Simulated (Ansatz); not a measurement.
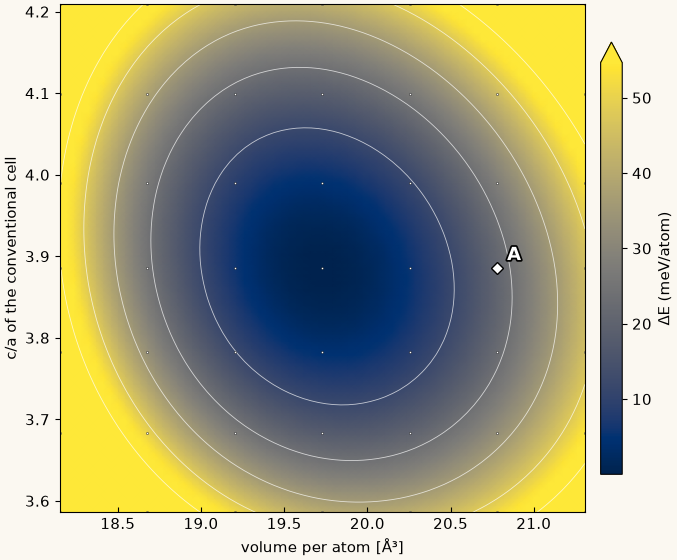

MoSe2 (P6_3/mmc, No. 194; 6 atoms in the cell). 
- The energy is mapped over volume and the cell's shape.
- First axis: volume per atom. Second axis: c/a of the conventional cell.
- Nothing is relaxed (fractional coordinates fixed).
- Grid: 7 × 7 points.
- Points are written as (first, second).
- All energies are given in meV/atom relative to the lowest grid point.
- Theory: DFT PBE+D3(BJ), scalar-relativistic, plane waves, PAW in Ansatz 0.2.0. Settings: cutoff 420 eV, k-mesh 12×12×4 in the order of the run's cell vectors, gaussian smearing 0.05 eV, no spin polarisation.

Drawn: a smooth colour map with a few white contour lines, dots at the grid points, one colour for all values above the top of the scale, the point A. Between grid points the surface is interpolated.

**Which way does the force act at A, and how strong is it?**

A, at (20.78 Å³, 3.885), is not a stationary point. The computed force is 38 meV/atom for each Å³ towards smaller values of volume per atom and 27 meV/atom for each unit towards smaller values of c/a of the conventional cell.

PAW datasets: the set soft_1.
